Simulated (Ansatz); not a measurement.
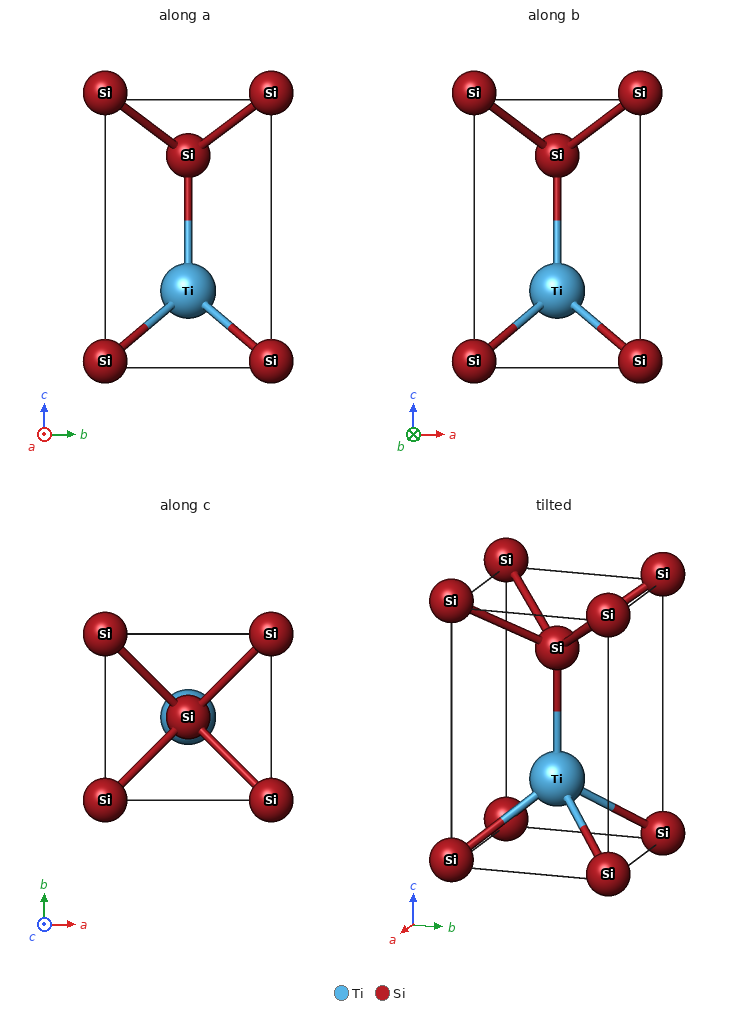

The figure gives a ball-and-stick picture of the atoms, viewed along the a axis, along the b axis, along the c axis and slightly off an axis. Thin lines show the conventional unit cell, with boundary atoms drawn in all their periodic places.

Lattice parameters: a = 3.203 Å, b = 3.203 Å, c = 5.175 Å, α = 90.00°, β = 90.00°, γ = 90.00°. Put a along x and b in the xy plane.

Reconstruct the structure as a POSCAR file, with free fractional coordinates to two decimals.

Answer.
```
Ti Si
1.0
     3.203    0.000    0.000
     0.000    3.203    0.000
     0.000    0.000    5.175
Ti Si
1 2
Direct
  0.50 0.50 0.29
  0.50 0.50 0.79
  0.00 0.00 0.03
```

The cell started as a random cell made by a generator, so it need not be a real form of the compound. Cell shown after relaxation with DFT PBE, scalar-relativistic, plane waves, PAW in Ansatz.
